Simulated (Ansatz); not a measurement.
## What a change does: geometry relaxation on Ti

System: Ti (1 atom in the cell).
Method of run A: Kohn-Sham DFT of a periodic cell, PBEsol with D3(BJ), Ansatz PAW, no spin polarisation (Ansatz 0.2.0).

The structure derives from an entry of the Crystallography Open Database. Text and figures count atoms from 1; the logs count them from 0 in places.

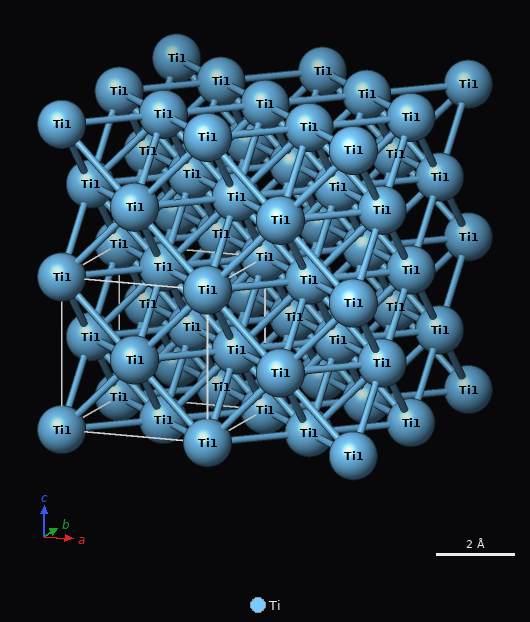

Fig. 1: The input geometry (ball-and-stick view of the cell 4 times as large as that of the calculation, set on its symmetry axes, repeated 2 × 2 × 2, seen slightly off an axis; atoms are numbered from 1 in the order of the input). An atom can appear more than once, as a periodic image. Near neighbours in the periodic cell (some may lie outside the picture): Ti has 12 Ti at 2.87 Å.

Input, run A:
```yaml
crystal:
  lattice:
    - [0.0, 2.03, 2.03]
    - [2.03, 0.0, 2.03]
    - [2.03, 2.03, 0.0]
  atoms:
    - { symbol: Ti, position: [0.0, 0.0, 0.0] }
hamiltonian:
  xc: pbesol
  pseudopotentials: { kind: paw }
  dispersion: d3bj
kpoints:
  mp_grid: { grid: [11, 11, 11] }
scf:
  occupations: { method: fermi_dirac, width: 0.05 }
output:
  forces: true
  stress: true
  eigenvalues: true
relax:
  f_tol: 0.01
  max_steps: 40
  cell: { stress_tol: 0.05 }
```

Launched with:
```bash
ansatz run input.yaml --threads 2 --pin off --max-ram 5632MiB --backend cpu --events-out ev --progress --plain --runs-dir out
```

Hardware: 2 threads of Arm Neoverse V1, 24 GiB of memory available, shared host.

Output, shortened to warnings, some set-up lines, iterations and results (run A):
```
Basis set: ecut = 420 eV, 331 PW (Γ), exchange–correlation on 40×40×40 points (8 copies of the dense FFT grid, shifted against one another)
Symmetry: 48 space group operations
k-points: 56 of 1331
Initial density: superposition of atomic densities (neutral atoms: chi_scale 0, normalization atom), corrected by the library's trained network
[...]
SCF iter   1: F=—  HF=-2474.474894 eV  |F-HF|=—  |Δ(HF+E_count)|=         —  Δρ=6.25e-3  dr2=4.54e-3  ethr=1.77e-3  ⟨swp⟩=4.4  Hψ=2925  notcnv=0
SCF iter   2: F=—  HF=-2474.473410 eV  |F-HF|=—  |Δ(HF+E_count)|=   1.48e-3  Δρ=1.90e-3  dr2=3.92e-4  ethr=3.79e-5  ⟨swp⟩=3.0  Hψ=1552  notcnv=0
SCF iter   3: F=—  HF=-2474.473323 eV  |F-HF|=—  |Δ(HF+E_count)|=   8.69e-5  Δρ=9.46e-4  dr2=4.04e-5  ethr=3.27e-6  ⟨swp⟩=2.9  Hψ=919  notcnv=0
SCF iter   4: F=—  HF=-2474.473345 eV  |F-HF|=—  |Δ(HF+E_count)|=   2.20e-5  Δρ=7.70e-5  dr2=3.05e-7  ethr=3.37e-7  ⟨swp⟩=1.0  Hψ=560  notcnv=0
SCF iter   5: F=-2474.473346 eV  HF=-2474.473346 eV  |F-HF|=2.69e-10  |Δ(HF+E_count)|=   1.33e-7  Δρ=4.25e-6  dr2=1.22e-9  ethr=2.54e-9  ⟨swp⟩=1.9  Hψ=644  notcnv=0
[... 24 lines ...]
SCF iter   3: F=—  HF=-2474.493925 eV  |F-HF|=—  |Δ(HF+E_count)|=   2.61e-8  Δρ=8.48e-7  dr2=3.20e-11  ethr=9.88e-11  ⟨swp⟩=2.0  Hψ=824  notcnv=0
SCF iter   4: F=—  HF=-2474.493925 eV  |F-HF|=—  |Δ(HF+E_count)|=  3.68e-11  Δρ=3.85e-7  dr2=2.16e-11  ethr=1.00e-12  ⟨swp⟩=4.9  Hψ=1895  notcnv=0
SCF iter   5: F=-2474.493925 eV  HF=-2474.493925 eV  |F-HF|=0.00e0  |Δ(HF+E_count)|=  5.91e-12  Δρ=3.93e-8  dr2=1.53e-13  ethr=1.00e-12  ⟨swp⟩=3.2  Hψ=2088  notcnv=0
SCF 5 converged in 5 iterations: F = -2474.493925 eV  dr2 = 1.53e-13
relax step   5: F+E_penalty+E_count = -2474.49392516 eV  Δ(F+E_penalty+E_count) = +6.623e-5 eV  max|allowed force component| = 0.000e0 eV/Å  Δτ_max = 0.0000 Å  P = -0.019 GPa …
basis re-selected at this cell: Δ(F+E_penalty+E_count) = +6.623e-5 eV, ΔP = +0.003 GPa vs the last step (what re-selecting the basis moved, of the pressure what is left beyond the Pulay correction that the steps carried, after the strain that the cell walked since its last selection, with what the …
SCF converged after 5 iterations
Free energy (F): -2474.493925 eV
Harris-Foulkes:  -2474.493925 eV  (|F-HF|=0.00e0)
Internal energy: -2474.485227 eV  (E = F + TS)
E sigma→0 (E₀):  -2474.489576 eV
Entropy (-TS):   -0.008698 eV (-8.698 meV/atom)
Fermi energy:    14.716480 eV
--- Per-component energies (eV) ---
  E_band       = -137.257918
  E_kinetic    = 274.952437
  E_local      = -760.428833  (includes V_loc(G=0)·N_el)
  E_nonlocal   = 9.746319
  E_hartree    = 316.136621
  E_xc         = -97.466085
  E_vxc        = -122.530715  (∫ρ·V_xc dr)
  E_paw        = -1022.949361  (= ΣΔE_a)
  E_vpaw       = -171.270510  (= ΣTr[D̂ρ^β])
  E_aug_tail   = 0.000133  (compensation charges beyond the density's cutoff)
  E_ewald      = -1193.954659
  E_disp       = -0.661182  (pairwise vdW)
  E_core_change = 0.139384  (= ΣΔE_core)
  E_smearing   = -0.008698  (= −TS)
  E_closure    = -0.000000  (closes the sum)
  Σ components = -2474.493925   (vs F -2474.493925, Δ=0.00e0)
--- Forces (eV/Å), atoms counted from 1 ---
  atom   1  Ti    -0.00000000    -0.00000000    -0.00000000
  max |Σ_I F_I| component: 6.16e-32 eV/Å
--- Stress (GPa, compression-positive) ---
       -0.018981       0.000000       0.000000
        0.000000      -0.018981       0.000000
        0.000000       0.000000      -0.018981
  P = ⅓ Tr σ = -0.0190 GPa (-0.190 kbar)
--- Relaxed structure (4 steps of the walk, 4 accepted, 1 SCFs on fresh bases) ---
  F+E_penalty+E_count = -2474.49392516 eV   max|allowed force component| = 0.000e0 eV/Å   (the final SCF, on the basis selected at the relaxed cell)
  cell:  # Å, volume = 15.7764 Å³
    - [2.0063027379526388e-34, 1.9906400683021135, 1.9906400683021135]
    - [1.9906400683021135, 1.178304782607105e-34, 1.9906400683021135]
    - [1.9906400683021135, 1.9906400683021135, 2.6750703172701844e-34]
  atoms:
    - { symbol: Ti, position: [0.0, 0.0, 0.0] }
```

For run B the input was changed thus:
```diff
-  dispersion: d3bj
+  dispersion: d4
```

Predict how the results change.

The total energies belong to different models, so their difference says nothing on which is more stable or more accurate. The volume per atom goes from 15.78 to 16.49 Å³. The SCF takes 19 iterations over all geometry steps against 24.

Output, shortened to warnings, some set-up lines, iterations and results (run B):
```
Basis set: ecut = 420 eV, 331 PW (Γ), exchange–correlation on 40×40×40 points (8 copies of the dense FFT grid, shifted against one another)
Symmetry: 48 space group operations
k-points: 56 of 1331
Initial density: superposition of atomic densities (neutral atoms: chi_scale 0, normalization atom), corrected by the library's trained network
[...]
SCF iter   1: F=—  HF=-2473.973713 eV  |F-HF|=—  |Δ(HF+E_count)|=         —  Δρ=6.25e-3  dr2=4.54e-3  ethr=1.77e-3  ⟨swp⟩=4.4  Hψ=2925  notcnv=0
SCF iter   2: F=—  HF=-2473.972230 eV  |F-HF|=—  |Δ(HF+E_count)|=   1.48e-3  Δρ=1.90e-3  dr2=3.92e-4  ethr=3.79e-5  ⟨swp⟩=3.0  Hψ=1552  notcnv=0
SCF iter   3: F=—  HF=-2473.972143 eV  |F-HF|=—  |Δ(HF+E_count)|=   8.69e-5  Δρ=9.46e-4  dr2=4.04e-5  ethr=3.27e-6  ⟨swp⟩=2.9  Hψ=919  notcnv=0
SCF iter   4: F=—  HF=-2473.972165 eV  |F-HF|=—  |Δ(HF+E_count)|=   2.20e-5  Δρ=7.70e-5  dr2=3.05e-7  ethr=3.37e-7  ⟨swp⟩=1.0  Hψ=560  notcnv=0
SCF iter   5: F=-2473.972165 eV  HF=-2473.972165 eV  |F-HF|=2.69e-10  |Δ(HF+E_count)|=   1.33e-7  Δρ=4.25e-6  dr2=1.22e-9  ethr=2.54e-9  ⟨swp⟩=1.9  Hψ=644  notcnv=0
[... 17 lines ...]
SCF iter   2: F=—  HF=-2473.973452 eV  |F-HF|=—  |Δ(HF+E_count)|=   3.13e-7  Δρ=4.61e-6  dr2=9.63e-10  ethr=5.02e-11  ⟨swp⟩=2.3  Hψ=810  notcnv=0
SCF iter   3: F=—  HF=-2473.973452 eV  |F-HF|=—  |Δ(HF+E_count)|=   6.74e-9  Δρ=1.99e-6  dr2=5.95e-10  ethr=8.03e-12  ⟨swp⟩=2.1  Hψ=897  notcnv=0
SCF iter   4: F=-2473.973452 eV  HF=-2473.973452 eV  |F-HF|=1.82e-12  |Δ(HF+E_count)|=  1.80e-10  Δρ=1.61e-7  dr2=1.07e-12  ethr=1.00e-12  ⟨swp⟩=3.5  Hψ=2358  notcnv=0
SCF 4 converged in 4 iterations: F = -2473.973452 eV  dr2 = 1.07e-12
relax step   4: F+E_penalty+E_count = -2473.97345161 eV  Δ(F+E_penalty+E_count) = +1.394e-5 eV  max|allowed force component| = 0.000e0 eV/Å  Δτ_max = 0.0000 Å  P = -0.024 GPa …
basis re-selected at this cell: Δ(F+E_penalty+E_count) = +1.394e-5 eV, ΔP = +0.000 GPa vs the last step (what re-selecting the basis moved, of the pressure what is left beyond the Pulay correction that the steps carried, after the strain that the cell walked since its last selection, with what the …
SCF converged after 4 iterations
Free energy (F): -2473.973452 eV
Harris-Foulkes:  -2473.973452 eV  (|F-HF|=1.82e-12)
Internal energy: -2473.962929 eV  (E = F + TS)
E sigma→0 (E₀):  -2473.968190 eV
Entropy (-TS):   -0.010523 eV (-10.523 meV/atom)
Fermi energy:    13.974945 eV
--- Per-component energies (eV) ---
  E_band       = -146.665778
  E_kinetic    = 273.649107
  E_local      = -784.868028  (includes V_loc(G=0)·N_el)
  E_nonlocal   = 9.590742
  E_hartree    = 323.913425
  E_xc         = -97.047932
  E_vxc        = -121.970943  (∫ρ·V_xc dr)
  E_paw        = -1022.721417  (= ΣΔE_a)
  E_vpaw       = -170.893588  (= ΣTr[D̂ρ^β])
  E_aug_tail   = 0.000107  (compensation charges beyond the density's cutoff)
  E_ewald      = -1176.494749
  E_disp       = -0.123567  (pairwise vdW)
  E_core_change = 0.139384  (= ΣΔE_core)
  E_smearing   = -0.010523  (= −TS)
  E_closure    = 0.000000  (closes the sum)
  Σ components = -2473.973452   (vs F -2473.973452, Δ=0.00e0)
--- Forces (eV/Å), atoms counted from 1 ---
  atom   1  Ti    -0.00000000    -0.00000000     0.00000000
  max |Σ_I F_I| component: 4.93e-32 eV/Å
--- Stress (GPa, compression-positive) ---
       -0.024024       0.000000      -0.000000
        0.000000      -0.024024       0.000000
       -0.000000       0.000000      -0.024024
  P = ⅓ Tr σ = -0.0240 GPa (-0.240 kbar)
--- Relaxed structure (3 steps of the walk, 3 accepted, 1 SCFs on fresh bases) ---
  F+E_penalty+E_count = -2473.97345161 eV   max|allowed force component| = 0.000e0 eV/Å   (the final SCF, on the basis selected at the relaxed cell)
  cell:  # Å, volume = 16.4893 Å³
    - [5.09537203289559e-34, 2.0201823981785454, 2.0201823981785454]
    - [2.0201823981785454, 2.6113781668589904e-34, 2.0201823981785454]
    - [2.0201823981785454, 2.0201823981785454, -7.006136545231436e-35]
  atoms:
    - { symbol: Ti, position: [0.0, 0.0, 0.0] }
```

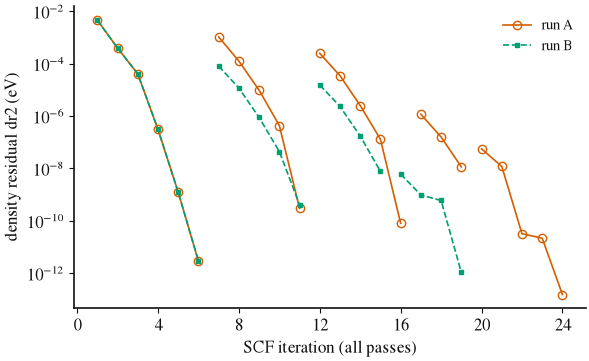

Fig. 2: Convergence of the two runs: density residual dr2 against the SCF iteration. A break in a curve parts two SCF passes. Run A takes 24 iterations in all, and run B takes 19.

The two runs side by side:

| quantity | run A | run B |
| --- | --- | --- |
| outcome | converged | converged |
| free energy per atom (eV) | −2474.4939 | −2473.9735 |
| energy per atom, smearing taken to zero (eV) | −2474.4896 | −2473.9682 |
| gap on the mesh (eV) | 0.00 | 0.00 |
| pressure (GPa) | −0.02 | −0.02 |
| volume per atom (Å³) | 15.78 | 16.49 |
| largest force (eV/Å) | 0.000 | 0.000 |
| SCF iterations | 24 | 19 |
| irreducible k-points | 56 | 56 |
| wall time (shared host) | 2.5 s | 2.4 s |
